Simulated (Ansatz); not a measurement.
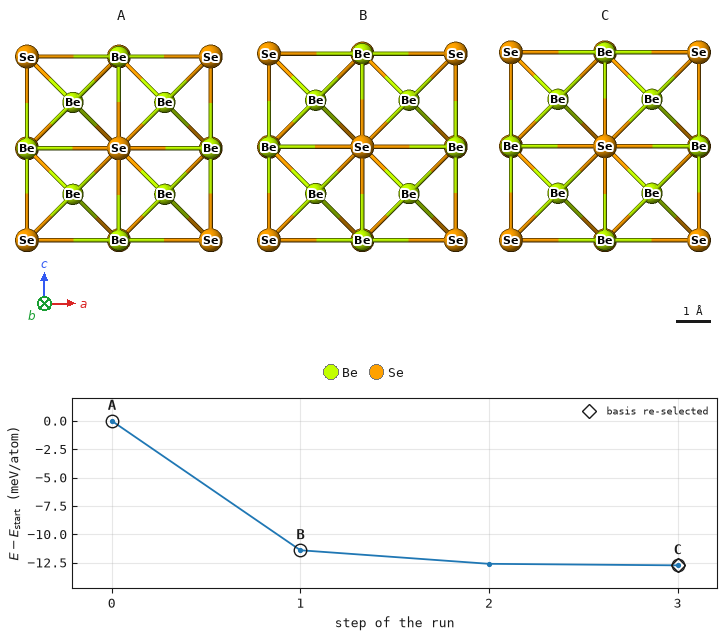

Frames of a relaxation of solid Be$_{2}$Se (a generated structure, set up in F-43m) (coarse preliminary run), marked on the history of the run. The picture is a ball-and-stick view of the conventional cell (4 times the calculation's cell), seen along the b axis. Lengths and directions refer to the drawn axes.

Computed with DFT PBE, scalar-relativistic, plane waves, PAW (Ansatz 0.2.0).

Input
```yaml
crystal:
  lattice:
    - [0.0, 2.70435879, 2.70435879]
    - [2.70435879, 0.0, 2.70435879]
    - [2.70435879, 2.70435879, 0.0]
  atoms:
    - { symbol: Be, position: [0.75, 0.75, 0.75] }
    - { symbol: Be, position: [0.5, 0.5, 0.5] }
    - { symbol: Se, position: [0.0, 0.0, 0.0] }
basis:
  ecutwfc: 420
kpoints:
  mp_grid: { grid: [6, 6, 6] }
hamiltonian:
  xc: pbe
scf:
  occupations: { method: gaussian, width: 0.1 }
  lower_state_search: "off"
output:
  forces: true
  stress: true
  eigenvalues: true
relax:
  adjacent_minimum: "off"
  f_tol: 0.04
  max_steps: 70
  cell: { stress_tol: 0.4 }
```

Command:
```bash
ansatz run input.yaml --threads 1 --pin off --max-ram 2560MiB --backend cpu --events-out ev --progress --plain --runs-dir out
```

What happens along the run?

Over 2 accepted moves (3 points after the start) the energy falls by 12.7 meV per atom. All forces vanish by symmetry, so only the cell relaxes. Pressure: 4.54 GPa at the start and 0.15 GPa at the end. The SCF was repeated once at an unchanged geometry on a basis and grid sized afresh for the cell, which shifted the energy by 0.1 meV per atom at most. No atom moves by more than 0.005 Å relative to the cell. The volume changes by +7.0 %, with a = b = c 5.409 → 5.533 Å (+2.3 %). Some distances before and after: Be2–Se3 2.704 → 2.766 Å, Be1–Se3 2.342 → 2.396 Å. The space group stays F-43m (No. 216). From step 0 to 1: volume +4.9 %, energy −11.4 meV per atom. From step 1 to 3: volume +2.0 %, energy −1.3 meV per atom.
